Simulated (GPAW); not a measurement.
**zigzag Ru chain, bond 2.823 A: a ladder in the smearing**

Two starts of zigzag Ru chain, bond 2.823 A are run at each rung of the smearing. Which rung is enough?

Main program and level: GPAW 26.7.0; PBE; plane waves with GPAW's PAW setups, scalar-relativistic.

## 1. The starting structure

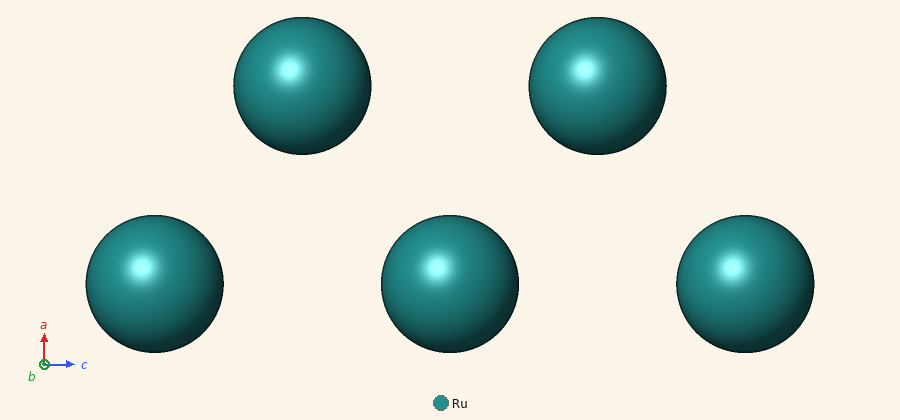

Start, viewed from the side, with the c axis across the page; ruthenium teal. 1×1×2 cells are drawn. Some periodic images of atoms are drawn too.

The cell holds 2 atoms: 2 Ru. Its edges and angles: a = 12.000 Å, b = 12.000 Å, c = 3.388 Å, α = 90.0°, β = 90.0°, γ = 90.0°. model lattice. Vacuum lies along a and b. The structure's axis is c.

## 2. Rung 1 (width 0.4 eV), start ferro ++

A wide smearing converges easily but acts like a high temperature on the moments; each rung narrows it.

The input, order1.py:

```python
import json
import numpy as np
from ase import Atoms
from ase.parallel import paropen, parprint
from gpaw import GPAW

atoms = Atoms(['Ru', 'Ru'],
    cell=[[12.0, 0.0, 0.0],
         [0.0, 12.0, 0.0],
         [0.0, 0.0, 3.3876]],
    scaled_positions=[[0.4059, 0.5, 0.0],
         [0.5941, 0.5, 0.5]],
    pbc=True,
    magmoms=[1.5, 1.5])
atoms.calc = GPAW(mode={'name': 'pw', 'ecut': 550},
    xc='PBE',
    kpts={'size': (1, 1, 8), 'gamma': True},
    occupations={'name': 'fermi-dirac', 'width': 0.4},
    convergence={'density': 1e-05, 'energy': 1e-05},
    maxiter=200,
    symmetry={'tolerance': 1e-4},
    txt='order1.txt')
e = atoms.get_potential_energy(force_consistent=True)
res = {'free_energy': e, 'energy_sigma0': atoms.get_potential_energy(), 'fermi_energy': atoms.calc.get_fermi_level()}
res['moments'] = atoms.get_magnetic_moments().tolist()
res['total'] = atoms.get_magnetic_moment()
parprint('site moments (muB):', np.round(res['moments'], 3))
parprint(f"total moment: {res['total']:.3f} muB")
parprint(f'free energy: {e:.6f} eV')
atoms.calc.write('order1.gpw')
with paropen('results.json', 'w') as f:
    json.dump(res, f)
```

Run with:

```
OMP_NUM_THREADS=1 python3 order1.py > order1.log
```

What it wrote:

```text
site moments (muB): [1.862 1.862]
total moment: 4.371 muB
free energy: -11.609324 eV

--- order1.txt ---
Input parameters:
  mode=PW(ecut=550),
  convergence={'density': 1e-05, 'energy': 1e-05},
  kpts=MonkhorstPack(size=(1, 1, 8), gamma=True),
  maxiter=200,
  occupations=Occupations(name='fermi-dirac', width=0.4),
  symmetry=Symmetry(tolerance=0.0001),
  xc=XC(name='PBE')

Diagonalizing LCAO Hamiltonian
Converting LCAO to pw mode
        .----------------------------.
       /|                            |
      / |                            |
     /  |                            |
    /   .----------------------------.
   /   /              Ru            /
  /   /                            /
 *   /                            /
 |  /           Ru               /
 | /                            /
 |/                            /
 *----------------------------*

Atoms  # Å, Bohr magnetons
|   | symbol |        x |        y |        z |    initial magnetic moments |
|---|--------|----------|----------|----------|-----------------------------|
| 0 |     Ru | 4.870800 | 6.000000 | 0.000000 | ( 0.0000,  0.0000,  1.5000) |
| 1 |     Ru | 7.129200 | 6.000000 | 1.693800 | ( 0.0000,  0.0000,  1.5000) |

Unit cell  # Å
| periodic |         x |         y |        z |   lengths |    angles |
|----------|-----------|-----------|----------|-----------|-----------|
|      yes | 12.000000 |  0.000000 | 0.000000 | 12.000000 | 90.000000 |
|      yes |  0.000000 | 12.000000 | 0.000000 | 12.000000 | 90.000000 |
|      yes |  0.000000 |  0.000000 | 3.387600 |  3.387600 | 90.000000 |

Number of symmetries: 4

BZ-sampling:
  Number of BZ points: 8
  Number of IBZ points: 5

  Monkhorst-Pack size: [1, 1, 8]
  Monkhorst-Pack shift: [0.0, 0.0, 0.0625]

Plane wave coefficients: 14349
Cutoff: 550.0 eV

Spin-components: 2 (collinear spins)
Bands:           25
Projectors:      12
Spin-degeneracy: 1
Datatype:        complex128

Parallelization:
  kpt:    1
  domain: 1
  band:   1

Density:
  Valence electrons: 32.0
  Components: 2
  Grid points: [70 70 20]
  Charge: 0.0  # |e|

Potential:
  Grid points: [70 70 20]

[... setups left out ...]
Reference energy: -246490.249966  # eV

eigensolver:
  PPCG
  Converge bands: occupied
  niter=2

density mixing:
  MSR1-Mixer
  Pratt-step length: 0.05
  Maximum mixing coefficient: 0.75
  Old densities: 10
  SVD Regularization: 0.005
  Good broyden scale: 1.0
  Trust region scale: 1.0
  Backstep threshold: 4.0
  History deletion threshold: 6.0
  Fourier metric: weight=20.0, sigma=0.015

occupation numbers:
  Fermi-Dirac:
    width: 0.4000  # eV

poisson solver:
  ecut: 4400.0  # eV

xc functional:
  name: PBE with 2 nearest neighbor stencil

convergence criteria:
- Maximum integral of absolute [dens]ity change: 1e-05 electrons / valence electron
- Maximum [total energy] change in last 3 cyles: 1e-05 eV / valence electron
- Maximum integral of absolute [eigenst]ate change: 4e-08 eV^2 / valence electron
maximum number of iterations: 200

SCF iterations
|iter     |      energy | eigst |  dens |  magmom |
|---------|-------------|-------|-------|---------|
|iter:   1|       0s |  -12.096940 | +0.33 |       |  +2.9861|
|iter:   2|       4s |  -11.457974 | -0.83 | -0.86 |  +2.9632|
|iter:   3|       8s |   -9.807699 | -0.43 | -0.91 |  +2.7917|
|iter:   4|      12s |   -9.855011 | -1.61 | -1.45 |  +2.8007|
|iter:   5|      16s |   -9.974152 | -2.00 | -1.62 |  +2.8595|
|iter:   6|      20s |   -9.937064 | -2.45 | -1.41 |  +2.8710|
|iter:   7|      24s |  -11.942589 | -1.41 | -1.55 |  +2.9522|
|iter:   8|      28s |   -9.951536 | -1.61 | -0.74 |  +2.9377|
|iter:   9|      32s |   -9.990900 | -2.98 | -1.86 |  +3.0597|
|iter:  10|      37s |  -10.089992 | -2.79 | -1.87 |  +3.4818|
|iter:  11|      41s |  -10.180995 | -3.10 | -1.91 |  +4.0672|
|iter:  12|      45s |  -10.186702 | -3.78 | -2.15 |  +4.1841|
|iter:  13|      49s |  -10.211286 | -4.06 | -2.48 |  +4.3829|
|iter:  14|      53s |  -10.205084 | -4.71 | -2.96 |  +4.3575|
|iter:  15|      57s |  -10.207834 | -5.36 | -3.37 |  +4.3798|
|iter:  16|      61s |  -10.206479 | -6.02 | -3.59 |  +4.3715|
|iter:  17|      65s |  -10.206476 | -6.62 | -4.13 |  +4.3713|
|iter:  18|      70s |  -10.206489c| -7.10 | -4.29 |  +4.3713|
|iter:  19|      73s |  -10.206475c| -7.49c| -4.91 |  +4.3711|
|iter:  20|      75s |  -10.206497c| -7.71c| -5.26c|  +4.3712|

Converged in 20 steps
Energy contributions relative to reference atoms: (reference = -246490.249966)

Energy contributions:
  Kinetic:         -15.845766
  Coulomb:          11.298843
  Zero:             -0.846389
  External:          0.000000
  Xc:               -3.410357
  Entropy:          -2.805655
  Spinorbit:         0.000000
  ----------------------------
  Free energy:     -11.609324
  Extrapolated:    -10.206497

dipole moment: (0.000006, 0.000002, -11.610103)  # |e|*Ang

Total magnetic moment: (0.000000, 0.000000, 4.371239)

Local magnetic moments
|        x |        y |        z |
|----------|----------|----------|
| 0.000000 | 0.000000 | 1.861558 |  # Ru   0
| 0.000000 | 0.000000 | 1.861591 |  # Ru   1

Fermi level: -3.259
Eigenvalues  # (at kpt = [0.000, 0.000, 0.000])
| band index |      eig [eV] | occ [0-1] |      eig [eV] | occ [0-1] |
|------------|---------------|-----------|---------------|-----------|
|          0 |       -75.877 |     1.000 |       -74.550 |     1.000 |
|        ... |               |           |               |           |
|          8 |        -6.347 |     1.000 |        -5.791 |     0.998 |
|          9 |        -6.163 |     0.999 |        -5.140 |     0.991 |
|         10 |        -5.328 |     0.994 |        -4.163 |     0.905 |
|         11 |        -5.209 |     0.992 |        -4.054 |     0.880 |
|         12 |        -4.917 |     0.984 |        -3.528 |     0.662 |
|         13 |        -4.487 |     0.956 |        -3.044 |     0.369 |
|         14 |        -4.428 |     0.949 |        -2.991 |     0.339 |
|         15 |        -4.323 |     0.935 |        -2.843 |     0.261 |
|         16 |        -4.299 |     0.931 |        -2.796 |     0.239 |
|         17 |        -3.997 |     0.864 |        -2.493 |     0.128 |
|         18 |        -3.173 |     0.446 |        -2.287 |     0.081 |
|         19 |        -3.088 |     0.395 |        -1.927 |     0.035 |
|         20 |        -1.367 |     0.009 |        -0.898 |     0.003 |
|         21 |        -0.651 |     0.001 |        -0.319 |     0.001 |
|         22 |         0.771 |     0.000 |         0.958 |     0.000 |
|        ... |               |           |               |           |
|         24 |         1.596 |     0.000 |         1.753 |     0.000 |

No gap
No difference between direct/indirect transitions
```

Elapsed: 83 s, on 1 MPI rank of Intel Xeon Platinum 8488C (Sapphire Rapids), shared host; peak memory 0.46 GiB.

Spin moment in the augmentation sphere by atom:

| atom | spin moment in the augmentation sphere (μB) |
| --- | --- |
| Ru1 | 1.86 |
| Ru2 | 1.86 |

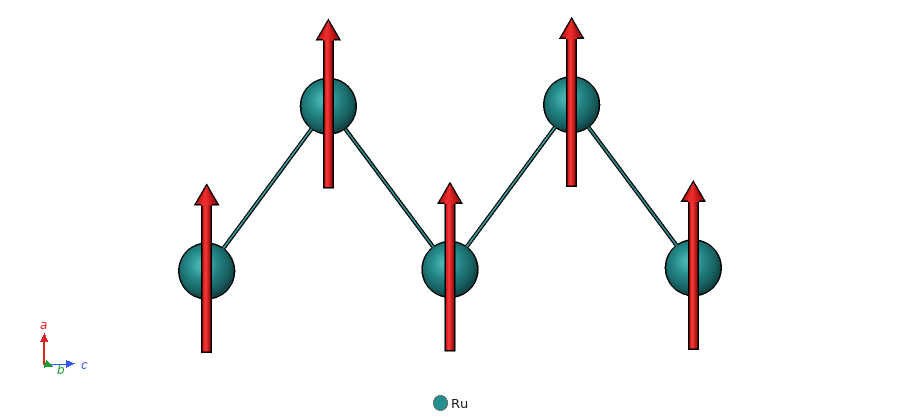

Spin moment in the augmentation sphere as arrows, the longest 1.86 μB. Up and down stand for the sign. Arrows give size and sign along the axis of quantisation, drawn up and down the page. 1×1×2 cells are drawn. Some periodic images of atoms are drawn too.

Read from the output:

| Quantity | Value |
| --- | --- |
| magnetization | 4.371 μB |
| final state | ferromagnetic |

After 20 cycles the largest moment stands at 1.86 μB.

## 3. Rung 1 (width 0.4 eV), start antiferro +-

The second start gives the energy difference between the two end states, the quantity that is followed up the ladder.

order2.py is the script of step 2 with these lines changed:

```diff
@@ -13,3 +13,3 @@
     pbc=True,
-    magmoms=[1.5, 1.5])
+    magmoms=[1.5, -1.5])
 atoms.calc = GPAW(mode={'name': 'pw', 'ecut': 550},
@@ -21,3 +21,3 @@
     symmetry={'tolerance': 1e-4},
-    txt='order1.txt')
+    txt='order2.txt')
 e = atoms.get_potential_energy(force_consistent=True)
@@ -29,3 +29,3 @@
 parprint(f'free energy: {e:.6f} eV')
-atoms.calc.write('order1.gpw')
+atoms.calc.write('order2.gpw')
 with paropen('results.json', 'w') as f:
```

Run with:

```
OMP_NUM_THREADS=1 python3 order2.py > order2.log
```

What it wrote:

```text
site moments (muB): [ 1.521 -1.521]
total moment: 0.000 muB
free energy: -11.541285 eV

--- order2.txt ---
Input parameters:
  mode=PW(ecut=550),
  convergence={'density': 1e-05, 'energy': 1e-05},
  kpts=MonkhorstPack(size=(1, 1, 8), gamma=True),
  maxiter=200,
  occupations=Occupations(name='fermi-dirac', width=0.4),
  symmetry=Symmetry(tolerance=0.0001),
  xc=XC(name='PBE')

Diagonalizing LCAO Hamiltonian
Converting LCAO to pw mode
        .----------------------------.
       /|                            |
      / |                            |
     /  |                            |
    /   .----------------------------.
   /   /              Ru            /
  /   /                            /
 *   /                            /
 |  /           Ru               /
 | /                            /
 |/                            /
 *----------------------------*

Atoms  # Å, Bohr magnetons
|   | symbol |        x |        y |        z |    initial magnetic moments |
|---|--------|----------|----------|----------|-----------------------------|
| 0 |     Ru | 4.870800 | 6.000000 | 0.000000 | ( 0.0000,  0.0000,  1.5000) |
| 1 |     Ru | 7.129200 | 6.000000 | 1.693800 | ( 0.0000,  0.0000, -1.5000) |

Number of symmetries: 4

BZ-sampling:
  Number of BZ points: 8
  Number of IBZ points: 5

  Monkhorst-Pack size: [1, 1, 8]
  Monkhorst-Pack shift: [0.0, 0.0, 0.0625]

Plane wave coefficients: 14349
Cutoff: 550.0 eV

Spin-components: 2 (collinear spins)
Bands:           24
Projectors:      12
Spin-degeneracy: 1
Datatype:        complex128

Parallelization:
  kpt:    1
  domain: 1
  band:   1

Density:
[...]
|iter:  15|      57s |   -9.932603 | -6.13 | -4.06 |  +0.0000|
|iter:  16|      61s |   -9.932140 | -6.57 | -4.28 |  +0.0000|
|iter:  17|      65s |   -9.932226 | -6.99 | -4.53 |  +0.0000|
|iter:  18|      69s |   -9.932231c| -7.41c| -5.00c|  +0.0000|

Converged in 18 steps
Energy contributions relative to reference atoms: (reference = -246490.249966)

Energy contributions:
  Kinetic:         -16.764202
  Coulomb:          12.090675
  Zero:             -0.841375
  External:          0.000000
  Xc:               -2.808275
  Entropy:          -3.218108
  Spinorbit:         0.000000
  ----------------------------
  Free energy:     -11.541285
  Extrapolated:     -9.932231

dipole moment: (0.000018, 0.000002, -11.611566)  # |e|*Ang

Total magnetic moment: (0.000000, 0.000000, 0.000025)

Local magnetic moments
|        x |        y |         z |
|----------|----------|-----------|
| 0.000000 | 0.000000 |  1.520624 |  # Ru   0
| 0.000000 | 0.000000 | -1.520604 |  # Ru   1

Fermi level: -3.276
Eigenvalues  # (at kpt = [0.000, 0.000, 0.000])
| band index |      eig [eV] | occ [0-1] |      eig [eV] | occ [0-1] |
|------------|---------------|-----------|---------------|-----------|
|          0 |       -75.759 |     1.000 |       -75.759 |     1.000 |
|        ... |               |           |               |           |
|          8 |        -6.151 |     0.999 |        -6.151 |     0.999 |
|          9 |        -5.731 |     0.998 |        -5.731 |     0.998 |
|         10 |        -4.938 |     0.985 |        -4.938 |     0.985 |
|         11 |        -4.844 |     0.981 |        -4.844 |     0.981 |
[...]
|         20 |        -1.141 |     0.005 |        -1.141 |     0.005 |
|         21 |        -0.508 |     0.001 |        -0.508 |     0.001 |
|         22 |         0.910 |     0.000 |         0.910 |     0.000 |
|         23 |         1.002 |     0.000 |         1.002 |     0.000 |

No gap
No difference between direct/indirect transitions
```

Run time: 77 s. Hardware: 1 MPI rank; peak memory 0.45 GiB.

Spin moment in the augmentation sphere by atom:

```csv
atom,spin moment in the augmentation sphere (μB)
Ru1,1.52
Ru2,-1.52
```

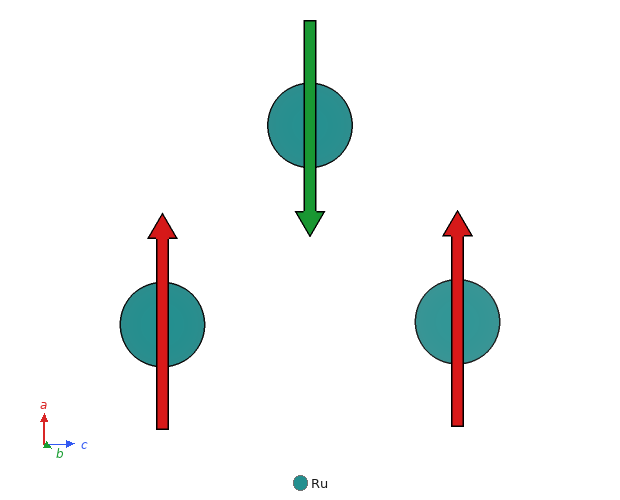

Spin moment in the augmentation sphere as arrows, the longest 1.52 μB. Up and down stand for the sign. Arrows give size and sign along the axis of quantisation, drawn up and down the page. The two directions have two colours. Some periodic images of atoms are drawn too.

Read from the output:

```yaml
magnetization: 0 μB
final_state: antiferromagnetic
```

This start lies +34.0 meV a seeded atom from the first; its largest moment is 1.52 μB.

## 4. Rung 2 (width 0.2 eV), start ferro ++

order1.py is the script of step 2 with these lines changed:

```diff
@@ -17,3 +17,3 @@
     kpts={'size': (1, 1, 8), 'gamma': True},
-    occupations={'name': 'fermi-dirac', 'width': 0.4},
+    occupations={'name': 'fermi-dirac', 'width': 0.2},
     convergence={'density': 1e-05, 'energy': 1e-05},
```

Run with:

```
OMP_NUM_THREADS=1 python3 order1.py > order1.log
```

What it wrote:

```text
site moments (muB): [2.447 2.447]
total moment: 5.741 muB
free energy: -10.647239 eV

--- order1.txt ---
Input parameters:
  mode=PW(ecut=550),
  convergence={'density': 1e-05, 'energy': 1e-05},
  kpts=MonkhorstPack(size=(1, 1, 8), gamma=True),
  maxiter=200,
  occupations=Occupations(name='fermi-dirac', width=0.2),
  symmetry=Symmetry(tolerance=0.0001),
  xc=XC(name='PBE')

Diagonalizing LCAO Hamiltonian
[...]
|         11 |        -5.299 |     1.000 |        -3.869 |     0.979 |
|         12 |        -5.108 |     1.000 |        -3.310 |     0.743 |
[...]
|         21 |        -0.671 |     0.000 |        -0.177 |     0.000 |
|         22 |         0.717 |     0.000 |         0.991 |     0.000 |
|         23 |         0.840 |     0.000 |         1.326 |     0.000 |
|         24 |         1.585 |     0.000 |         1.829 |     0.000 |

No gap
No difference between direct/indirect transitions


[key lines of the parts left out:]
Free energy:     -10.647239
Converged in 17 steps
dipole moment: (0.000003, 0.000002, -11.616384)  # |e|*Ang
Fermi level: -3.097
```

It took 74 s on 1 MPI rank; peak memory 0.46 GiB.

This step gave:

| Property | Result |
| --- | --- |
| magnetization | 5.741 μB |
| final state | ferromagnetic |
| largest moment | 2.447 μB |

The largest moment moves by +0.59 μB from rung 1, at 0.89 times its CPU time.

## 5. Rung 2 (width 0.2 eV), start antiferro +-

order2.py is the script of step 3 with these lines changed:

```diff
@@ -17,3 +17,3 @@
     kpts={'size': (1, 1, 8), 'gamma': True},
-    occupations={'name': 'fermi-dirac', 'width': 0.4},
+    occupations={'name': 'fermi-dirac', 'width': 0.2},
     convergence={'density': 1e-05, 'energy': 1e-05},
```

Run with:

```
OMP_NUM_THREADS=1 python3 order2.py > order2.log
```

What it wrote:

```text
site moments (muB): [ 1.906 -1.906]
total moment: -0.000 muB
free energy: -10.218134 eV

--- order2.txt ---
Input parameters:
  mode=PW(ecut=550),
  convergence={'density': 1e-05, 'energy': 1e-05},
  kpts=MonkhorstPack(size=(1, 1, 8), gamma=True),
  maxiter=200,
  occupations=Occupations(name='fermi-dirac', width=0.2),
  symmetry=Symmetry(tolerance=0.0001),
  xc=XC(name='PBE')

Diagonalizing LCAO Hamiltonian
[...]
|         10 |        -4.933 |     1.000 |        -4.933 |     1.000 |
|         11 |        -4.791 |     1.000 |        -4.791 |     1.000 |
[...]
|         20 |        -1.103 |     0.000 |        -1.103 |     0.000 |
|         21 |        -0.438 |     0.000 |        -0.438 |     0.000 |
|         22 |         0.924 |     0.000 |         0.924 |     0.000 |
|         23 |         1.053 |     0.000 |         1.053 |     0.000 |

No gap
No difference between direct/indirect transitions


[key lines of the parts left out:]
Free energy:     -10.218134
Converged in 19 steps
dipole moment: (0.000001, 0.000002, -11.613877)  # |e|*Ang
Fermi level: -3.064
```

Wall time 81 s (1 MPI rank); peak memory 0.46 GiB.

This step gave:

```
magnetization  : 0 μB
final state    : antiferromagnetic
largest moment : 1.906 μB
```

This start lies +214.6 meV a seeded atom from the first, a change of +180.5 meV since rung 1; its largest moment is 1.91 μB.

## 6. Rung 3 (width 0.1 eV), start ferro ++

order1.py is the script of step 4 with these lines changed:

```diff
@@ -17,3 +17,3 @@
     kpts={'size': (1, 1, 8), 'gamma': True},
-    occupations={'name': 'fermi-dirac', 'width': 0.2},
+    occupations={'name': 'fermi-dirac', 'width': 0.1},
     convergence={'density': 1e-05, 'energy': 1e-05},
```

Run with:

```
OMP_NUM_THREADS=1 python3 order1.py > order1.log
```

What it wrote:

```text
site moments (muB): [2.563 2.563]
total moment: 6.026 muB
free energy: -10.446821 eV

--- order1.txt ---
Input parameters:
  mode=PW(ecut=550),
  convergence={'density': 1e-05, 'energy': 1e-05},
  kpts=MonkhorstPack(size=(1, 1, 8), gamma=True),
  maxiter=200,
  occupations=Occupations(name='fermi-dirac', width=0.1),
  symmetry=Symmetry(tolerance=0.0001),
  xc=XC(name='PBE')

Diagonalizing LCAO Hamiltonian
[...]
|         11 |        -5.387 |     1.000 |        -3.882 |     1.000 |
|         12 |        -5.173 |     1.000 |        -3.332 |     0.920 |
[...]
|         21 |        -0.697 |     0.000 |        -0.156 |     0.000 |
|         22 |         0.696 |     0.000 |         0.992 |     0.000 |
|         23 |         0.838 |     0.000 |         1.333 |     0.000 |
|         24 |         1.575 |     0.000 |         1.839 |     0.000 |

No gap
No difference between direct/indirect transitions


[key lines of the parts left out:]
Free energy:     -10.446821
Converged in 18 steps
dipole moment: (0.000004, 0.000002, -11.622743)  # |e|*Ang
Fermi level: -3.087
```

Wall time 71 s (1 MPI rank); peak memory 0.46 GiB.

Read from the output:

- magnetization: 6.026 μB
- final state: ferromagnetic
- largest moment: 2.563 μB

The largest moment moves by +0.12 μB from rung 2, at 0.96 times its CPU time.

## 7. Rung 3 (width 0.1 eV), start antiferro +-

order2.py is the script of step 5 with these lines changed:

```diff
@@ -17,3 +17,3 @@
     kpts={'size': (1, 1, 8), 'gamma': True},
-    occupations={'name': 'fermi-dirac', 'width': 0.2},
+    occupations={'name': 'fermi-dirac', 'width': 0.1},
     convergence={'density': 1e-05, 'energy': 1e-05},
```

Run with:

```
OMP_NUM_THREADS=1 python3 order2.py > order2.log
```

What it wrote:

```text
site moments (muB): [ 1.97 -1.97]
total moment: 0.000 muB
free energy: -9.813592 eV

--- order2.txt ---
Input parameters:
  mode=PW(ecut=550),
  convergence={'density': 1e-05, 'energy': 1e-05},
  kpts=MonkhorstPack(size=(1, 1, 8), gamma=True),
  maxiter=200,
  occupations=Occupations(name='fermi-dirac', width=0.1),
  symmetry=Symmetry(tolerance=0.0001),
  xc=XC(name='PBE')

Diagonalizing LCAO Hamiltonian
[...]
|         10 |        -4.874 |     1.000 |        -4.874 |     1.000 |
|         11 |        -4.817 |     1.000 |        -4.817 |     1.000 |
[...]
|         20 |        -1.097 |     0.000 |        -1.097 |     0.000 |
|         21 |        -0.401 |     0.000 |        -0.401 |     0.000 |
|         22 |         0.934 |     0.000 |         0.934 |     0.000 |
|         23 |         1.067 |     0.000 |         1.067 |     0.000 |

No gap
No difference between direct/indirect transitions


[key lines of the parts left out:]
Free energy:      -9.813592
Converged in 21 steps
dipole moment: (0.000001, 0.000002, -11.614039)  # |e|*Ang
Fermi level: -2.992
```

Elapsed: 86 s, on 1 MPI rank; peak memory 0.46 GiB.

Numbers from this step:

| Property | Result |
| --- | --- |
| magnetization | 0 μB |
| final state | antiferromagnetic |
| largest moment | 1.970 μB |

This start lies +316.6 meV a seeded atom from the first, a change of +102.1 meV since rung 2; its largest moment is 1.97 μB.

(Continued in part 2 of 2.)

[Logs and program files are shortened in this print: banners, set-up blocks, solver, clock and traceback lines can be left out without a mark of their own.]

[Logs are printed without paths, hosts, clocks, repeated set-up lines and the standing remarks that a program may print on its own settings, such as how far it seeks lower states.]

[Hosts, paths, dates, database ids (printed as entryN), source tags and the programs' standing remarks are cut or masked in the printed files.]

[Where a cell is said to come from a database of computed structures, the database is the Materials Project.]
